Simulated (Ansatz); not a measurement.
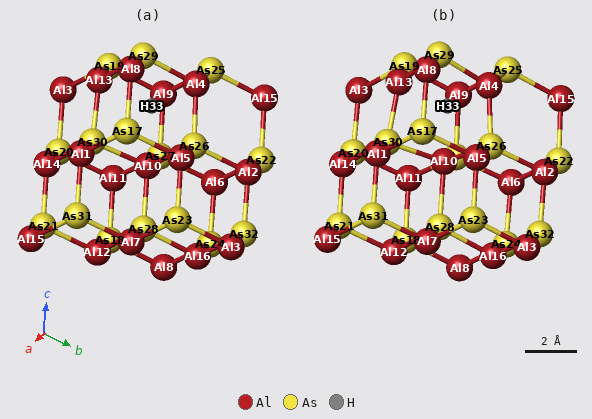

The structure of a defect cell of composition Al16As16H (cell charge −1) before (left) and after (right) a relaxation, at one scale.

Style: ball-and-stick. Shown: the atoms within 5.8 Å of the atom that moves most (axes of the cell of the calculation (origin shifted)), slightly off an axis.

Case: H interstitial, charge -1, atoms relaxed at the host's cell.

Level of theory: Ansatz 0.2.0, DFT PBE, scalar-relativistic, plane waves, PAW.

The input:
```yaml
crystal:
  lattice:
    - [5.727912321, 5.727912321, 5.727912321]
    - [-5.727912321, 5.727912321, -5.727912321]
    - [-5.727912321, -5.727912321, 5.727912321]
  atoms:
    - { symbol: Al, position: [0.5024884313, 0.7507540663, 0.7507540663] }
    - { symbol: Al, position: [0.4992459337, 0.501734365, 0.0] }
    - { symbol: Al, position: [0.748265635, 0.498265635, 0.7475115687] }
    - { symbol: Al, position: [0.4912462567, 0.2412462567, 0.2412462567] }
    - { symbol: Al, position: [0.751734365, 0.2492459337, 0.0] }
    - { symbol: Al, position: [0.0007540663, 0.2524884313, 0.7507540663] }
    - { symbol: Al, position: [0.4992459337, 0.0, 0.501734365] }
    - { symbol: Al, position: [0.751734365, 0.0, 0.2492459337] }
    - { symbol: Al, position: [0.0087537433, 0.0, 0.0] }
    - { symbol: Al, position: [0.25, 0.0, 0.7587537433] }
    - { symbol: Al, position: [0.748265635, 0.7475115687, 0.498265635] }
    - { symbol: Al, position: [0.0007540663, 0.7507540663, 0.2524884313] }
    - { symbol: Al, position: [0.25, 0.7587537433, 0.0] }
    - { symbol: Al, position: [-0.0024884313, 0.498265635, 0.498265635] }
    - { symbol: Al, position: [0.25, 0.501734365, 0.2492459337] }
    - { symbol: Al, position: [0.25, 0.2492459337, 0.501734365] }
    - { symbol: As, position: [0.7544658993, 0.0, 0.0] }
    - { symbol: As, position: [0.75, 0.75, 0.25] }
    - { symbol: As, position: [-0.0032352168, 0.7467647832, 0.0] }
    - { symbol: As, position: [0.7455341007, 0.4955341007, 0.4955341007] }
    - { symbol: As, position: [0.0, 0.5, 0.25] }
    - { symbol: As, position: [0.25, 0.5044658993, 0.0] }
    - { symbol: As, position: [0.75, 0.25, 0.75] }
    - { symbol: As, position: [0.0, 0.25, 0.5] }
    - { symbol: As, position: [0.25, 0.2532352168, 0.2532352168] }
    - { symbol: As, position: [0.5032352168, 0.2532352168, 0.0] }
    - { symbol: As, position: [-0.0032352168, 0.0, 0.7467647832] }
    - { symbol: As, position: [0.25, 0.0, 0.5044658993] }
    - { symbol: As, position: [0.5032352168, 0.0, 0.2532352168] }
    - { symbol: As, position: [0.25, 0.7467647832, 0.7467647832] }
    - { symbol: As, position: [0.5, 0.75, 0.5] }
    - { symbol: As, position: [0.5, 0.5, 0.75] }
    - { symbol: H, position: [0.25, 0.0, 0.0] }
  host:
    lattice:
      - [0.0, 2.8639561605, 2.8639561605]
      - [2.8639561605, 0.0, 2.8639561605]
      - [2.8639561605, 2.8639561605, 0.0]
    atoms:
      - { symbol: Al, position: [0.0, 0.0, 0.0] }
      - { symbol: As, position: [0.75, 0.75, 0.75] }
total_charge: -1
basis:
  ecutwfc: 420
  xc_grid: 2
kpoints:
  mp_grid: { grid: [2, 2, 2], shift: [0.0, 0.0, 0.0] }
hamiltonian:
  xc: pbe
scf:
  occupations: { method: gaussian, width: 0.01 }
output:
  forces: true
  stress: false
  eigenvalues: true
  charged_corrections:
    defect_position: [0.25, 0.0, 0.0]
    epsilon: [[11.5641, 0.0, 0.0], [0.0, 11.5641, 0.0], [0.0, 0.0, 11.5641]]
  write_density: true
  write_potential: true
  elf: true
  volumetric_format: npy
relax:
  adjacent_minimum: "off"
  f_tol: 0.025
  max_steps: 45
```

Command:
```bash
ansatz run input.yaml --threads 4 --pin off --max-ram 8192MiB --backend cpu --events-out ev --progress --plain --runs-dir out
```

**Summarise the run.**

The energy falls by 0.259 eV per cell of the calculation in 3 geometry steps. Largest force component: 0.41 eV/Å at the start, 0.0037 eV/Å at the end. The largest moves, 0.17 Å, are those of Al4, Al9, Al10 and Al13. Al10 goes along +c. By element the largest moves are Al 0.17 Å, As 0.07 Å. H stays in place. The lattice vectors keep their values. Near-neighbour distances that change, for instance: Al10–As28 2.523 → 2.620 Å, Al10–As26 2.475 → 2.463 Å, Al11–As27 2.479 → 2.473 Å. Bond angles that change, for instance: Al4–As29–Al13 104.3° → 94.8°, As19–Al13–As22 106.9° → 102.2°, As19–Al13–As29 111.9° → 115.7°.

Limits of the set-up: the cell is charged, on a uniform background, and energies carry no finite-size correction.
